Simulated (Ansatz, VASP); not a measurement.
# Cross-check of GaP (GaP(110)) between VASP and Ansatz

Aim: how closely do two programs agree when they are given the same cell, functional and k mesh? The structure shown is the end of the VASP relaxation below.

Method: plane waves, with VASP 6.6.1 beside it; single point at PBE and band structure at PBE, in Ansatz 0.2.0.

### Step 1. Starting point

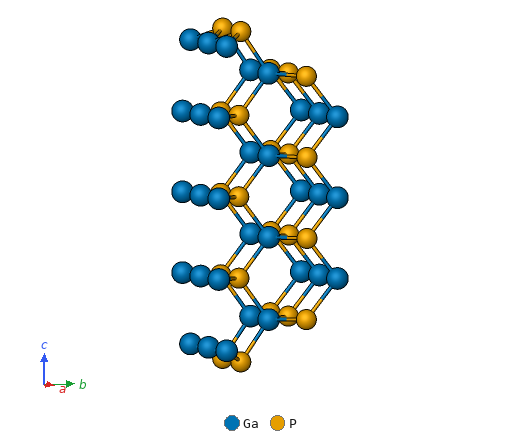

The starting structure, seen from the side, with the c axis up (gallium blue, phosphorus orange). 2×1×1 cells are drawn. Some periodic images of atoms are drawn too.

The cell holds 18 atoms: 9 Ga and 9 P. Its edges and angles: a = 4.070 Å, b = 5.755 Å, c = 31.387 Å, α = 90.0°, β = 90.0°, γ = 90.0°. It derives from GaP. As first built, before any earlier steps moved the atoms: 9 layers, strained by +4 % in the plane. Vacuum lies along c.

### Step 2. VASP: relaxation, PBE

This run makes the geometry at which the two programs are then compared.

Lines of VASP's logs that name or quote its potential files are left out, and so is its time.

INCAR

```
SYSTEM = GaP
PREC = Normal
ENCUT = 320
EDIFF = 1E-05
NELM = 120
ISMEAR = 0
SIGMA = 0.03
LREAL = Auto
ALGO = Fast
GGA = PE
NBANDS = 54
LORBIT = 11
LWAVE = .FALSE.
LCHARG = .FALSE.
KPAR = 2
NCORE = 2
IBRION = 2
NSW = 60
ISIF = 2
EDIFFG = -0.03
POTIM = 0.4
MAXMIX = 40
IDIPOL = 3
LDIPOL = .TRUE.
DIPOL = 0.5 0.5 0.5
```

POSCAR

```
GaP
1.0
    4.0695860214      0.0000000000      0.0000000000
    0.0000000000      5.7552637447      0.0000000000
    0.0000000000      0.0000000000     31.3868102032
Ga P
9 9
Direct
    0.0000000000      0.0000000000      0.2548841400
    0.5000000000      0.5000000000      0.3161631000
    0.0000000000      0.0000000000      0.3774420700
    0.5000000000      0.5000000000      0.4387210300
    0.0000000000      0.0000000000      0.5000000000
    0.5000000000      0.5000000000      0.5612789700
    0.0000000000      0.0000000000      0.6225579300
    0.5000000000      0.5000000000      0.6838369000
    0.0000000000      0.0000000000      0.7451158600
    0.0000000000      0.7500000000      0.3161631000
    0.5000000000      0.2500000000      0.2548841400
    0.0000000000      0.7500000000      0.4387210300
    0.5000000000      0.2500000000      0.3774420700
    0.0000000000      0.7500000000      0.5612789700
    0.5000000000      0.2500000000      0.5000000000
    0.0000000000      0.7500000000      0.6838369000
    0.5000000000      0.2500000000      0.6225579300
    0.5000000000      0.2500000000      0.7451158600
```

KPOINTS

```
Automatic mesh
0
Gamma
6 4 1
0 0 0
```

PAW data sets: Ga and P (PBE family, release 64).

Started as:

```bash
mpirun -np 4 vasp_std
```

Numbers of over 12 decimals in the logs are rounded to 6 here.

Output:

```text
[banner, memory and clock lines left out]
running    4 mpi-ranks, on    1 nodes
 distrk:  each k-point on    2 cores,    2 groups
 distr:  one band on    2 cores,    1 groups

 POSCAR found type information on POSCAR GaP
 POSCAR found :  2 types and      18 ions
 LDA part: xc-table for (Slater+PW92), standard interpolation
 POSCAR, INCAR and KPOINTS ok, starting setup
 FFT: planning ... GRIDC
 FFT: planning ... GRID_SOFT
 FFT: planning ... GRID
 WAVECAR not read
 entering main loop
       N       E                     dE             d eps       ncg     rms          rms(c)
DAV:   1     0.294297778664E+03    0.29430E+03   -0.18914E+04  1296   0.693E+02
DAV:   2    -0.441067619923E+02   -0.33840E+03   -0.32590E+03  1734   0.153E+02
DAV:   3    -0.793561426601E+02   -0.35249E+02   -0.34775E+02  1584   0.506E+01
DAV:   4    -0.808272786890E+02   -0.14711E+01   -0.14668E+01  1840   0.118E+01
DAV:   5    -0.808731594144E+02   -0.45881E-01   -0.45854E-01  1736   0.196E+00    0.134E+01
RMM:   6    -0.780222329164E+02    0.28509E+01   -0.41475E+00  1296   0.434E+00    0.782E+00
RMM:   7    -0.778078304318E+02    0.21440E+00   -0.42253E+00  1296   0.433E+00    0.259E+00
RMM:   8    -0.777151574466E+02    0.92673E-01   -0.74083E-01  1297   0.224E+00    0.645E-01
RMM:   9    -0.776930937522E+02    0.22064E-01   -0.62871E-02  1332   0.811E-01    0.276E-01
RMM:  10    -0.776966192468E+02   -0.35255E-02   -0.23731E-02  1521   0.395E-01    0.222E-01
RMM:  11    -0.776966579428E+02   -0.38696E-04   -0.61084E-03  1299   0.204E-01    0.817E-02
RMM:  12    -0.776971719180E+02   -0.51398E-03   -0.13704E-03  1365   0.112E-01    0.535E-02
RMM:  13    -0.776973647456E+02   -0.19283E-03   -0.37711E-04  1444   0.535E-02    0.320E-02
RMM:  14    -0.776976191713E+02   -0.25443E-03   -0.29799E-04  1283   0.369E-02    0.229E-02
RMM:  15    -0.776976270556E+02   -0.78844E-05   -0.49976E-05  1010   0.180E-02
   1 F= -.77697627E+02 E0= -.77697627E+02  d E =-.776976E+02
[... from here on, the cycles between the ionic steps are left out ...]
   2 F= -.78288378E+02 E0= -.78288378E+02  d E =-.590751E+00
   3 F= -.78673834E+02 E0= -.78673834E+02  d E =-.976207E+00
  11 F= -.79259459E+02 E0= -.79259459E+02  d E =-.209119E-01
  12 F= -.79269161E+02 E0= -.79269161E+02  d E =-.970218E-02
  13 F= -.79270334E+02 E0= -.79270334E+02  d E =-.108753E-01
  14 F= -.79274885E+02 E0= -.79274885E+02  d E =-.455045E-02
  15 F= -.79274496E+02 E0= -.79274496E+02  d E =-.416167E-02
  16 F= -.79275969E+02 E0= -.79275969E+02  d E =-.563513E-02
  17 F= -.79279927E+02 E0= -.79279927E+02  d E =-.395787E-02
  18 F= -.79282133E+02 E0= -.79282133E+02  d E =-.616349E-02
  19 F= -.79284762E+02 E0= -.79284762E+02  d E =-.262859E-02
  20 F= -.79285645E+02 E0= -.79285645E+02  d E =-.351226E-02
 curvature:  -4.08 expect dE=-0.206E-02 dE for cont linesearch -0.303E-05
 trial: gam= 0.29942 g(F)=  0.505E-03 g(S)=  0.000E+00 ort = 0.719E-04 (trialstep = 0.180E+01)
 search vector abs. value=  0.117E-02
 bond charge predicted
       N       E                     dE             d eps       ncg     rms          rms(c)
DAV:   1    -0.792860425299E+02   -0.40159E-03   -0.41520E-02  1436   0.589E-01    0.104E-01
RMM:   2    -0.792862050787E+02   -0.16255E-03   -0.27635E-03  1296   0.182E-01    0.897E-02
RMM:   3    -0.792863007934E+02   -0.95715E-04   -0.39623E-04  1305   0.788E-02    0.694E-02
RMM:   4    -0.792863089988E+02   -0.82054E-05   -0.14477E-04  1321   0.409E-02    0.438E-02
RMM:   5    -0.792863080168E+02    0.98195E-06   -0.30930E-05   969   0.197E-02
  21 F= -.79286308E+02 E0= -.79286308E+02  d E =-.662772E-03
 trial-energy change:   -0.000663  1 .order   -0.000623   -0.000951   -0.000295
 step:   2.3529(harm=  2.6152)  dis= 0.00546  next Energy=   -79.286354 (dE=-0.709E-03)
 reached required accuracy - stopping structural energy minimisation
```

Parts of OUTCAR (step 2):

```text
ion  position               nearest neighbor table
   1  0.000  0.000  0.255-  10 2.40  11 2.49  11 2.49
   2  0.500  0.500  0.316-  11 2.40  13 2.40  10 2.49  10 2.49
   3  0.000  0.000  0.377-  12 2.40  10 2.40  13 2.49  13 2.49
   4  0.500  0.500  0.439-  13 2.40  15 2.40  12 2.49  12 2.49
   5  0.000  0.000  0.500-  12 2.40  14 2.40  15 2.49  15 2.49
   6  0.500  0.500  0.561-  17 2.40  15 2.40  14 2.49  14 2.49
   7  0.000  0.000  0.623-  14 2.40  16 2.40  17 2.49  17 2.49
   8  0.500  0.500  0.684-  18 2.40  17 2.40  16 2.49  16 2.49
   9  0.000  0.000  0.745-  16 2.40  18 2.49  18 2.49
  10  0.000  0.750  0.316-   1 2.40   3 2.40   2 2.49   2 2.49
  11  0.500  0.250  0.255-   2 2.40   1 2.49   1 2.49
  12  0.000  0.750  0.439-   3 2.40   5 2.40   4 2.49   4 2.49
  13  0.500  0.250  0.377-   4 2.40   2 2.40   3 2.49   3 2.49
  14  0.000  0.750  0.561-   7 2.40   5 2.40   6 2.49   6 2.49
  15  0.500  0.250  0.500-   4 2.40   6 2.40   5 2.49   5 2.49
  16  0.000  0.750  0.684-   9 2.40   7 2.40   8 2.49   8 2.49
  17  0.500  0.250  0.623-   6 2.40   8 2.40   7 2.49   7 2.49
  18  0.500  0.250  0.745-   8 2.40   9 2.49   9 2.49

  LATTYP: Found a simple orthorhombic cell.
 ALAT       =     4.0695860214
 B/A-ratio  =     1.4142135624
 C/A-ratio  =     7.7125314561

 Subroutine GETGRP returns: Found  4 space group operations
 (whereof  4 operations were pure point group operations)

The static configuration has the point symmetry C_2v.

 Found     12 irreducible k-points:

   k-points           NKPTS =     12   k-points in BZ     NKDIM =     12   number of bands    NBANDS=     54

   dimension x,y,z NGX =    18 NGY =   28 NGZ =  140
   dimension x,y,z NGXF=    36 NGYF=   56 NGZF=  280

   ENCUT  =  320.0 eV  23.52 Ry    4.85 a.u.   5.94  8.39 45.78*2*pi/ulx,y,z

   NELECT =      72.0000    total number of electrons

 k-points in reciprocal lattice and weights: Automatic mesh
   0.00000000  0.00000000  0.00000000       0.042
   0.16666667  0.00000000  0.00000000       0.083
   0.33333333  0.00000000  0.00000000       0.083
   0.50000000  0.00000000  0.00000000       0.042
   0.00000000  0.25000000  0.00000000       0.083
   0.16666667  0.25000000  0.00000000       0.167
   0.33333333  0.25000000  0.00000000       0.167
   0.50000000  0.25000000  0.00000000       0.083
   0.00000000  0.50000000  0.00000000       0.042
   0.16666667  0.50000000  0.00000000       0.083
   0.33333333  0.50000000  0.00000000       0.083
   0.50000000  0.50000000  0.00000000       0.042

 dipolmoment           0.000000      0.000000     -0.000000 electrons x Angstroem

 average (electrostatic) potential at core
       1 -18.3415       2 -18.0887       3 -18.1976       4 -18.1563       5 -18.1765
       6 -18.1563       7 -18.1976       8 -18.0887       9 -18.3415      10 -89.0832
      11 -88.6358      12 -89.0940      13 -89.0311      14 -89.0940      15 -89.0579
      16 -89.0832      17 -89.0311      18 -88.6358

 E-fermi :  -0.9818

 k-point     1 :       0.0000    0.0000    0.0000
  band No.  band energies     occupation
    ...
     32      -1.4870      2.00000
     33      -1.3166      2.00000
     34      -1.2890      2.00000
     35      -1.2381      2.00000
     36      -1.1521      2.00000
     37       0.0641      0.00000
     38       0.4721      0.00000
     39       0.4726      0.00000
     40       0.7127      0.00000
     41       0.8526      0.00000
    ...

 k-point     2 :       0.1667    0.0000    0.0000
  band No.  band energies     occupation
    ...
     32      -2.1814      2.00000
     33      -1.9681      2.00000
     34      -1.8099      2.00000
     35      -1.5459      2.00000
     36      -1.2216      2.00000
     37       1.0941      0.00000
     38       1.2708      0.00000
     39       1.3820      0.00000
     40       1.6286      0.00000
     41       1.6537      0.00000
    ...

 k-point     3 :       0.3333    0.0000    0.0000
  band No.  band energies     occupation
    ...
     32      -2.5871      2.00000
     33      -2.5119      2.00000
     34      -2.0773      2.00000
     35      -1.7358      2.00000
     36      -1.4244      2.00000
     37       0.5339      0.00000
     38       0.6754      0.00000
     39       0.9326      0.00000
     40       1.2439      0.00000
     41       1.4435      0.00000
    ...

  Total      -18.2684072    -11.9045714     -0.5908946      0.0000000      0.0000000      0.0000000
  in kB      -39.8151742    -25.9454796     -1.2878284      0.0000000      0.0000000      0.0000000
  external PRESSURE =     -22.3494941 kB  Pullay stress =       0.0000000 kB

  energy-cutoff  :      320.00
  volume of cell :      735.13
      direct lattice vectors                 reciprocal lattice vectors
     4.069586021  0.000000000  0.000000000     0.245725240  0.000000000  0.000000000
     0.000000000  5.755263745  0.000000000     0.000000000  0.173753983  0.000000000
     0.000000000  0.000000000 31.386810203     0.000000000  0.000000000  0.031860517

 POSITION                                       TOTAL-FORCE (eV/Angst)
 -----------------------------------------------------------------------------------
      0.00000      0.35217      8.47321         0.000000      0.000194     -0.010007
      2.03479      2.82681      9.85143        -0.000000      0.010316      0.014554
      4.06959      5.72411     11.85959         0.000000      0.000466     -0.003134
      2.03479      2.83884     13.75800         0.000000     -0.003931      0.017592
      0.00000      5.72401     15.69341         0.000000      0.016160      0.000000
      2.03479      2.83884     17.62881         0.000000     -0.003931     -0.017592
      0.00000      5.72411     19.52722         0.000000      0.000466      0.003134
      2.03479      2.82681     21.53538         0.000000      0.010316     -0.014554
      0.00000      0.35217     22.91360         0.000000      0.000194      0.010007
      0.00000      4.21821      9.92118         0.000000      0.003654     -0.005644
      2.03479      1.47578      7.85516         0.000000     -0.003568      0.011333
      0.00000      4.24768     13.77081         0.000000     -0.011481      0.013795
      2.03479      1.38379     11.82762         0.000000     -0.009165      0.006867
      4.06959      4.24768     17.61601        -0.000000     -0.011481     -0.013795
      2.03479      1.37741     15.69341         0.000000      0.010869      0.000000
      0.00000      4.21821     21.46563        -0.000000      0.003654      0.005644
      2.03479      1.38379     19.55919         0.000000     -0.009165     -0.006867
      2.03479      1.47578     23.53165         0.000000     -0.003568     -0.011333
 -----------------------------------------------------------------------------------
    total drift:                               -0.000000      0.009899     -0.000006

  FREE ENERGIE OF THE ION-ELECTRON SYSTEM (eV)
  ---------------------------------------------------
  free  energy   TOTEN  =       -79.2863080168 eV

  energy  without entropy=      -79.2863080168  energy(sigma->0) =      -79.28630802

 reached required accuracy - stopping structural energy minimisation

 vacuum level on the upper side and lower side of the slab         4.054         4.054

 total charge
# of ion       s       p       d       tot
------------------------------------------
    1        1.132   0.987   0.110   2.228
    2        1.059   1.112   0.138   2.309
    3        1.059   1.107   0.130   2.297
    4        1.061   1.114   0.134   2.308
    5        1.060   1.112   0.133   2.305
    6        1.061   1.114   0.134   2.308
    7        1.059   1.107   0.130   2.297
    8        1.059   1.112   0.138   2.309
    9        1.132   0.987   0.110   2.228
   10        1.035   1.462   0.000   2.497
   11        1.072   1.398   0.000   2.470
   12        1.032   1.462   0.000   2.494
   13        1.034   1.458   0.000   2.492
   14        1.032   1.462   0.000   2.494
   15        1.032   1.463   0.000   2.494
   16        1.035   1.462   0.000   2.497
   17        1.034   1.458   0.000   2.492
   18        1.072   1.398   0.000   2.470
--------------------------------------------------
tot         19.059  22.772   1.157  42.988

[... 3 further parts left out ...]
```

CONTCAR:

```
GaP
   1.00000000000000
     4.0695860214000001    0.0000000000000000    0.0000000000000000
     0.0000000000000000    5.7552637446999997    0.0000000000000000
     0.0000000000000000    0.0000000000000000   31.3868102031999996
  Ga              P
     9     9
Direct
     0.0000000000000000    0.0611901089045036    0.2699608966649181
     0.5000000000000000    0.4911691151637103    0.3138717949049264
     1.0000000000000000    0.9945870967714039    0.3778527130529964
     0.5000000000000000    0.4932598080553970    0.4383368569966236
     0.0000000000000000    0.9945689727732532    0.5000000000000000
     0.5000000000000000    0.4932598080553970    0.5616631430033837
     0.0000000000000000    0.9945870967714039    0.6221472869470034
     0.5000000000000000    0.4911691151637103    0.6861282050950740
     0.0000000000000000    0.0611901089045036    0.7300391033350819
     0.0000000000000000    0.7329315669184563    0.3160939173358713
     0.5000000000000000    0.2564219920560800    0.2502696042480660
     0.0000000000000000    0.7380508249297328    0.4387449689323877
     0.5000000000000000    0.2404393690324322    0.3768340103213948
     1.0000000000000000    0.7380508249297328    0.5612550310676193
     0.5000000000000000    0.2393312635633145    0.5000000000000000
     0.0000000000000000    0.7329315669184563    0.6839060826641288
     0.5000000000000000    0.2404393690324322    0.6231659896786054
     0.5000000000000000    0.2564219920560800    0.7497303957519340
```

(Continued in part 2 of 3.)

[Lines on the potential files, build, host, timing and source positions are cut from VASP's logs without a mark.]

[Logs are printed without paths, hosts, clocks, repeated set-up lines and the standing remarks that a program may print on its own settings, such as how far it seeks lower states.]

[Hosts, paths, dates, database ids (printed as entryN), source tags and the programs' standing remarks are cut or masked in the printed files.]
